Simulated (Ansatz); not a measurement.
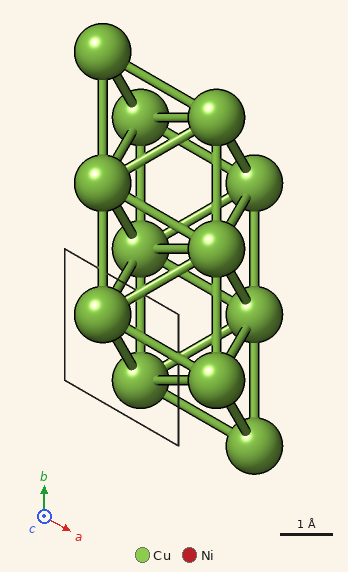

A crystal of Cu₃Ni₂ (a generated structure, set up in P-6m2), before the relaxation. The picture is a ball-and-stick view of the cell of the calculation, repeated 2 × 3 × 1 with one cell outlined, seen along the c axis.

Level of theory: DFT PBE, scalar-relativistic, plane waves, PAW in Ansatz.

Input file:
```yaml
crystal:
  lattice:
    - [2.56128689, 0.0, 0.0]
    - [-1.28064344, 2.21813951, 0.0]
    - [0.0, 0.0, 20.5669213]
  atoms:
    - { symbol: Cu, position: [0.33333333, 0.66666667, 0.0] }
    - { symbol: Cu, position: [0.66666667, 0.33333333, 0.7] }
    - { symbol: Cu, position: [0.66666667, 0.33333333, 0.9] }
    - { symbol: Cu, position: [0.66666667, 0.33333333, 0.1] }
    - { symbol: Cu, position: [0.66666667, 0.33333333, 0.3] }
    - { symbol: Cu, position: [0.66666667, 0.33333333, 0.5] }
    - { symbol: Ni, position: [0.33333333, 0.66666667, 0.6] }
    - { symbol: Ni, position: [0.33333333, 0.66666667, 0.8] }
    - { symbol: Ni, position: [0.33333333, 0.66666667, 0.2] }
    - { symbol: Ni, position: [0.33333333, 0.66666667, 0.4] }
basis:
  ecutwfc: 420
kpoints:
  mp_grid: { grid: [18, 18, 2] }
hamiltonian:
  xc: pbe
scf:
  occupations: { method: gaussian, width: 0.1 }
output:
  forces: true
  stress: true
  eigenvalues: true
  write_density: true
  write_potential: true
  elf: true
  volumetric_format: npy
relax:
  adjacent_minimum: "off"
  f_tol: 0.01
  max_steps: 80
  cell: { stress_tol: 0.05 }
```

Command:
```bash
ansatz run input.yaml --threads 4 --pin off --max-ram 8192MiB --backend cpu --events-out ev --progress --plain --runs-dir out
```

What does the optimiser find from here?

Answer. The largest moves relative to the cell, 0.045 Å, are those of Cu3 and Cu4. Cu3 goes along −c. Largest moves by element: Cu 0.045 Å, Ni 0.029 Å. Cell: a = b 2.561 → 2.517 Å (−1.7 %), c 20.567 → 20.882 Å (+1.5 %). Volume −2.0 %. Among the contacts that change: Cu1–Cu3 2.533 → 2.581 Å, Cu1–Cu1 2.561 → 2.517 Å, Ni10–Ni10 2.561 → 2.517 Å, Cu2–Ni8 2.533 → 2.538 Å. The space group stays P-6m2 (No. 187). The energy falls by 8.2 meV per atom in 4 accepted moves (5 points after the start). Largest force component: 0.26 eV/Å at the start, 0.00037 eV/Å at the end. The pressure goes from −3.02 to 0.03 GPa. At 1 point the geometry stayed and the basis and grid were re-selected for the new cell (energy shift of 0.2 meV per atom at most each time).

Final geometry:

```
Cu Ni
1.0
     2.51688    0.00000    0.00000
    -1.25844    2.17969    0.00000
     0.00000    0.00000   20.88194
Cu Ni
6 4
Cartesian
  0.0000 1.4531 0.0000
  1.2584 0.7266 14.5962
  1.2584 0.7266 18.7486
  1.2584 0.7266 2.1333
  1.2584 0.7266 6.2858
  1.2584 0.7266 10.4410
  0.0000 1.4531 12.5190
  0.0000 1.4531 16.6767
  0.0000 1.4531 4.2052
  0.0000 1.4531 8.3629
```

The end point in the same view:

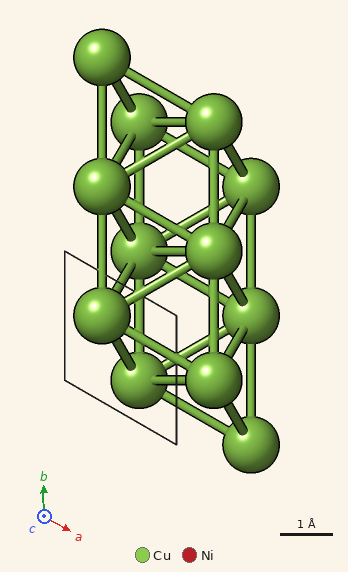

Limits of the set-up: an element that often carries a moment was run without spin polarisation.
